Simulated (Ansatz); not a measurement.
Single-point calculation, with input and output: SnSe

The run: single-point calculation of SnSe (2 atoms in the cell). Method and program: DFT PBE, scalar-relativistic, plane waves, PAW, no spin polarisation (Ansatz 0.2.0).

The structure derives from a Materials Project entry. It belongs to a series of runs on one base structure; here: band edges sought over the zone. Figures and captions count atoms from 1; the log counts them from 0 in places.

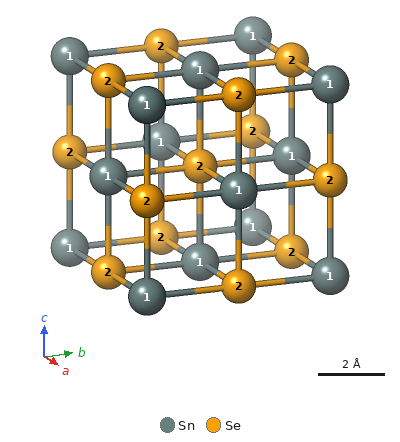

The structure (ball-and-stick view of the cell 4 times as large as that of the calculation, set on its symmetry axes, seen slightly off an axis; atoms are numbered from 1 in the order of the input). An atom can appear more than once, as a periodic image.

Results in brief

| quantity | value |
| --- | --- |
| outcome | converged |
| space group (tolerance 0.01 Å) | Fm-3m (225) |
| electrons treated | 30 |
| free energy | −11494.1593 eV |
| Fermi energy | 9.039 eV |
| gap on the k-point mesh | 0.49 eV |
| gap on the band path | 0.00 eV |
| pressure | −0.01 GPa |
| largest force (length of the vector) | under 0.001 eV/Å |
| hardware | 4 threads of Arm Neoverse V1, 24 GiB of memory available, shared host |
| wall time | 3 s (CPU time 9 s) |
| peak memory | 0.38 GiB |

The input
```yaml
crystal:
  lattice:
    - [0.0, 3.030798579, 3.030798579]
    - [3.030798579, 0.0, 3.030798579]
    - [3.030798579, 3.030798579, 0.0]
  atoms:
    - { symbol: Sn, position: [0.0, 0.0, 0.0] }
    - { symbol: Se, position: [0.5, 0.5, 0.5] }
basis:
  ecutwfc: 420
  xc_grid: 2
kpoints:
  mp_grid: { grid: [10, 10, 10] }
  band_path: { path: [VBM, CBM], npoints: 2 }
hamiltonian:
  xc: pbe
scf:
  occupations: { method: gaussian, width: 0.02 }
output:
  forces: true
  stress: true
  eigenvalues: true
```

Launch command:
```bash
ansatz run input.yaml --threads 4 --pin off --max-ram 10240MiB --backend cpu --events-out ev --progress --plain --runs-dir out
```

Output
```
Engine: ansatz 0.2.0, aarch64-unknown-linux-gnu
Pseudopotentials: kind: paw
Pseudopotential: Sn, paw, valence charge 14, recommended cutoff 420 eV (normal), Sn.paw.azcp
Pseudopotential: Se, paw, valence charge 16, recommended cutoff 420 eV (normal), Se.paw.azcp
Functional definition: PBE
  parameter kappa = 0.804
  parameter beta = 0.06672455060314922
  exchange = pbe_x(kappa = kappa, mu = beta*pi^2/3)
  correlation = pbe_c(beta = beta)
Crystal: 2 atoms, lattice volume = 55.680 Å³
Basis set: ecut = 420 eV, 1067 PW (Γ), exchange–correlation on 60×60×60 points (8 copies of the dense FFT grid, shifted against one another)
Bands: 19, of which v1, the nominal top of the filled ones, is band 15 counted from 1 (14 counted from 0)
Symmetry: 48 space group operations
Space group: Fm-3m (ITA 225), of the structure as read, at distance tolerance 3.8e-5 Å
k-points: 47 of 1000
Non-local potential: Sn, projectors of the file, l = 0: 2, l = 1: 2, l = 2: 2, l = 3: 2
Non-local potential: Se, projectors of the file, l = 0: 2, l = 1: 2, l = 2: 3, l = 3: 1
PAW form: soft (Blöchl's): semilocal exchange-correlation on the pseudo side does not see the compensation charge
PAW one-centre angular grid: Sn, 590 points (default); XC on 64 Gauss nodes
PAW one-centre angular grid: Se, 590 points (default); XC on 64 Gauss nodes
Initial density: superposition of atomic densities (neutral atoms: chi_scale 0, normalization atom), corrected by the library's trained network
Initial wavefunctions: pseudopotential atomic-orbital guess
Functional: x = pbe(κ = 0.804, μ = 0.2195149727645171), c = pbe(β = 0.06672455060314922)
SCF iter   1: F=—  HF=-11494.160173 eV  |F-HF|=—  |Δ(HF+E_count)|=         —  Δρ=5.49e-4  dr2=1.47e-4  ethr=1.77e-3  ⟨swp⟩=6.1  Hψ=4403  notcnv=0
preconditioner: auto → none  [insulator: Δε(μ)=0.488 eV  Ē_g=17.332 eV  σ=0.020 eV  W_gap=1.00  n_scr=14 (ndim 8)  ℏωp=22.3 eV  f_vac=0.017  D(μ)=0.00/eV (n_scr^D=0)  ε∞_Penn≈2.6]
SCF iter   2: F=—  HF=-11494.159228 eV  |F-HF|=—  |Δ(HF+E_count)|=   9.45e-4  Δρ=3.94e-4  dr2=4.87e-5  ethr=4.92e-7  ⟨swp⟩=3.0  Hψ=2124  notcnv=0
SCF iter   3: F=—  HF=-11494.159233 eV  |F-HF|=—  |Δ(HF+E_count)|=   4.68e-6  Δρ=2.03e-4  dr2=1.16e-5  ethr=1.62e-7  ⟨swp⟩=2.0  Hψ=1598  notcnv=0
SCF iter   4: F=—  HF=-11494.159256 eV  |F-HF|=—  |Δ(HF+E_count)|=   2.28e-5  Δρ=8.44e-5  dr2=3.98e-6  ethr=3.87e-8  ⟨swp⟩=2.0  Hψ=1598  notcnv=0
SCF iter   5: F=—  HF=-11494.159254 eV  |F-HF|=—  |Δ(HF+E_count)|=   1.93e-6  Δρ=4.50e-5  dr2=1.09e-6  ethr=1.33e-8  ⟨swp⟩=2.0  Hψ=1173  notcnv=0
SCF iter   6: F=-11494.159253 eV  HF=-11494.159253 eV  |F-HF|=4.96e-8  |Δ(HF+E_count)|=   8.39e-7  Δρ=8.50e-6  dr2=3.17e-8  ethr=3.33e-10  ⟨swp⟩=3.0  Hψ=4030  notcnv=0
SCF 1 converged in 6 iterations: F = -11494.159253 eV  dr2 = 3.17e-8
  greatest PAW one-centre occupation: 1.000 electrons in one spin orbital (limit 2), on the Se atom at site 1 (counted from 0), in its partial waves of l = 2
```

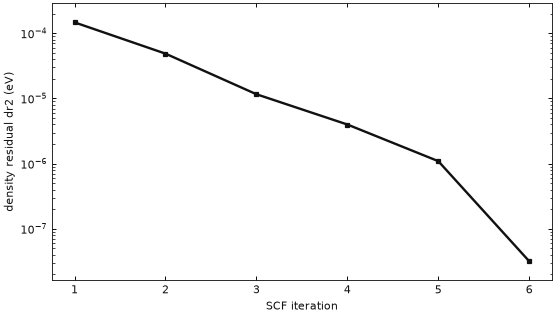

Convergence of the self-consistent field: density residual dr2 against the SCF iteration. The residual falls at every step.

```
NSCF: frozen V_eff on 16 k-points
NSCF: frozen V_eff on 16 k-points
NSCF: frozen V_eff on 16 k-points
NSCF: frozen V_eff on 16 k-points
NSCF: frozen V_eff on 4 k-points
NSCF: frozen V_eff on 16 k-points
NSCF: frozen V_eff on 8 k-points
NSCF: frozen V_eff on 15 k-points
NSCF: frozen V_eff on 4 k-points
NSCF: frozen V_eff on 10 k-points
NSCF: frozen V_eff on 6 k-points
NSCF: frozen V_eff on 14 k-points
NSCF: frozen V_eff on 6 k-points
NSCF: frozen V_eff on 14 k-points
NSCF: frozen V_eff on 6 k-points
NSCF: frozen V_eff on 14 k-points
NSCF: frozen V_eff on 16 k-points
NSCF: frozen V_eff on 6 k-points
NSCF: frozen V_eff on 15 k-points
NSCF: frozen V_eff on 16 k-points
NSCF: frozen V_eff on 6 k-points
NSCF: frozen V_eff on 12 k-points
NSCF: frozen V_eff on 14 k-points
NSCF: frozen V_eff on 14 k-points
NSCF: frozen V_eff on 6 k-points
NSCF: frozen V_eff on 3 k-points
SCF converged after 6 iterations
Free energy (F): -11494.159253 eV
Harris-Foulkes:  -11494.159253 eV  (|F-HF|=4.96e-8)
Internal energy: -11494.159253 eV  (E = F + TS)
E sigma→0 (E₀):  -11494.159253 eV
Fermi energy:    9.039117 eV
--- Per-component energies (eV) ---
  E_band       = -484.013679
  E_kinetic    = 302.687486
  E_local      = -3357.996214  (includes V_loc(G=0)·N_el)
  E_nonlocal   = -628.586463
  E_hartree    = 1762.357344
  E_xc         = -487.408038
  E_vxc        = -194.563213  (∫ρ·V_xc dr)
  E_paw        = -6043.842180  (= ΣΔE_a)
  E_vpaw       = -130.256804  (= ΣTr[D̂ρ^β])
  E_aug_tail   = -0.000546  (compensation charges beyond the density's cutoff)
  E_ewald      = -3041.370642
  E_smearing   = -0.000000  (= −TS)
  E_closure    = -0.000000  (closes the sum)
  Σ components = -11494.159253   (vs F -11494.159253, Δ=0.00e0)
--- Forces (eV/Å), atoms counted from 1 ---
  atom   1  Sn    -0.00000000     0.00000000     0.00000000
  atom   2  Se     0.00000000    -0.00000000     0.00000000
  max |Σ_I F_I| component: 2.40e-30 eV/Å
--- Stress (GPa, compression-positive) ---
       -0.013081      -0.000000      -0.000000
       -0.000000      -0.013081      -0.000000
        0.000000      -0.000000      -0.013081
  P = ⅓ Tr σ = -0.0131 GPa (-0.131 kbar)
--- Band table (eV; the first three rows and the last of 47) ---
  k-point 0: bands = ["-38.8291", "-38.8291", "-38.8276", "-38.8276", "-38.8276", "-12.8327", "-12.8327", "-12.8327", "-12.8292", "-12.8292", "-4.9437", "3.6512", "6.6552", "6.6552", "6.6552", "13.0236", "13.0236", "13.0236", "14.6801"]
  k-point 1: bands = ["-38.8291", "-38.8291", "-38.8276", "-38.8276", "-38.8276", "-12.8325", "-12.8321", "-12.8321", "-12.8294", "-12.8294", "-4.8760", "3.2896", "6.6673", "6.6673", "6.9432", "12.4304", "12.5386", "12.5386", "14.6562"]
  k-point 2: bands = ["-38.8291", "-38.8291", "-38.8276", "-38.8276", "-38.8276", "-12.8328", "-12.8328", "-12.8319", "-12.8276", "-12.8276", "-4.6861", "2.5142", "6.7079", "6.7079", "7.5088", "11.3933", "11.6439", "11.6439", "14.7492"]
  k-point 46: bands = ["-38.8292", "-38.8291", "-38.8276", "-38.8276", "-38.8275", "-12.8474", "-12.8312", "-12.8275", "-12.8244", "-12.8167", "-3.7743", "1.9907", "3.9565", "4.4859", "7.5585", "10.7455", "13.1020", "13.8676", "15.1890"]
```

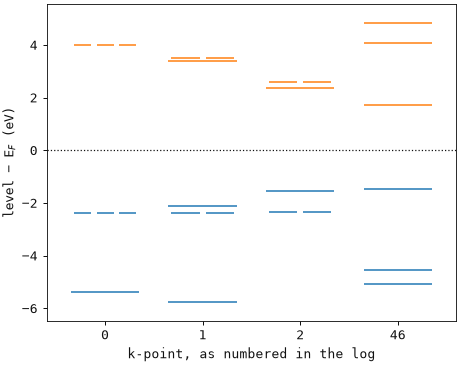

Kohn–Sham levels near the Fermi level (dotted) at the few k-points that the log prints; levels within 0.02 eV of each other stand side by side. Among these points the highest filled and lowest empty levels are 3.19 eV apart; the gap on the full mesh, 0.49 eV, has an edge at a point that isn't printed.
